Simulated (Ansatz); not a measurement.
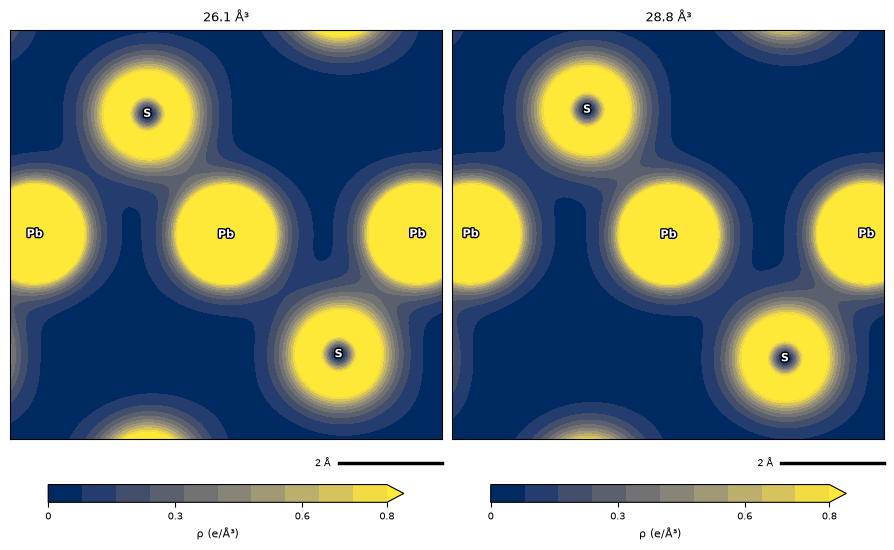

PbS. The valence pseudo-density of cells scaled evenly to different volumes (given per atom above each panel), on the (110) plane of each (indices in the axes of the cell below), at one length scale and on one colour scale.

A structure from a database of computed crystals, not necessarily the ambient phase.

Computed with Kohn-Sham DFT of a periodic cell, PBE, Ansatz PAW (Ansatz 0.2.0).

The largest cell:

```
CELL_PARAMETERS angstrom
2.08401 -3.61275 0.00000
2.08401 3.61275 0.00000
0.00000 0.00000 7.65943
ATOMIC_POSITIONS crystal
Pb 0.99897 0.00103 0.01327
Pb 0.00103 0.99897 0.51327
S 0.33285 0.66715 0.80753
S 0.66715 0.33285 0.30753
```

| volume (Å³/atom) | Pb–S contact in the plane (Å) | ρ at its midpoint (e/Å³) | pressure (GPa) | gap on the mesh (eV) | 
| --- | --- | --- | --- | --- |
| 26.06 | 2.786 | 0.309 | 4.8 | 0.45 | 
| 27.72 | 2.844 | ? | ? | ? | 
| 28.83 | 2.882 | 0.264 | −0.9 | 0.69 | 

Estimate the missing row, and compare with the calculation.

Answer. Over the known rows ln ρ falls by 1.64 per Å of Pb–S distance (the line through the two), which gives 0.281 e/Å³ at 2.844 Å; the calculation gives 0.281 e/Å³. For the pressure, a straight line in volume between the neighbouring rows gives 1.4 GPa; the calculation gives 1.0, lower because pressure rises ever faster on compression. For the gap on the mesh, a straight line in volume between the neighbouring rows gives 0.59 eV; the calculation gives 0.61.
